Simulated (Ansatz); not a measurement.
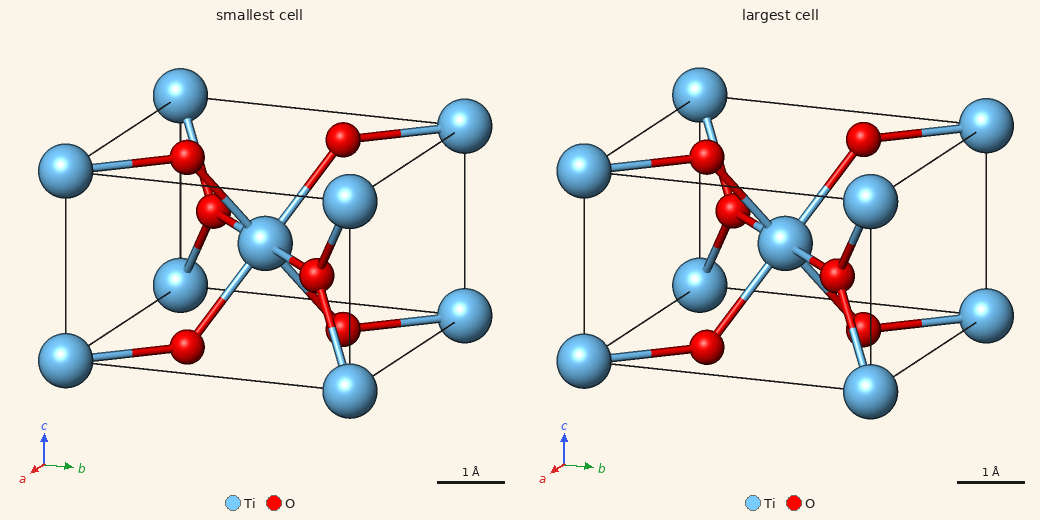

TiO₂, rutile, space group P4₂/mnm (No. 136), relaxed (cell and atoms, zero pressure) with four choices of dispersion term on top of PBE; the smallest and the largest of the relaxed conventional cells are drawn to one scale (sticks follow a distance rule). The start was a structure listed in the Materials Project.

Alike in all runs: Ansatz 0.2.0; functional PBE; potentials Ansatz PAW; cutoff 420 eV; k mesh 6 × 6 × 9 on the run's cell of 6 atoms; occupations fermi-dirac, width 0.05 eV; no spin polarisation; no spin-orbit coupling.

| level | volume (Å³/atom) | a (Å) | c (Å) | gap (eV) |
| --- | --- | --- | --- | --- |
| D4 | 10.45 | 4.607 | 2.955 | 1.87 |
| D3(BJ)-ATM | 10.48 | 4.613 | 2.956 | 1.87 |
| D3(BJ) | ? | ? | ? | ? |
| none | 10.65 | 4.643 | 2.964 | 1.86 |

**What does D3(BJ) give?**

Volume 10.45 Å³/atom; a 4.608 Å; c 2.954 Å; gap 1.87 eV. That is level with D4 in volume.

**Order the levels by the relaxed volume, smallest first.**

D4 and D3(BJ) (10.45 Å³/atom), D3(BJ)-ATM (10.48 Å³/atom), none (10.65 Å³/atom). Rows within a few tenths of a per cent can't be told apart.

Gaps are the least found on the k-mesh, which misses some points of high symmetry; where the band edges lie there, the true gap is smaller, at times by an eV.

Caveat: the plane-wave basis is chosen anew once the cell has moved, so the energies of steps on either side of that aren't comparable; semilocal functionals give gaps below the measured ones.
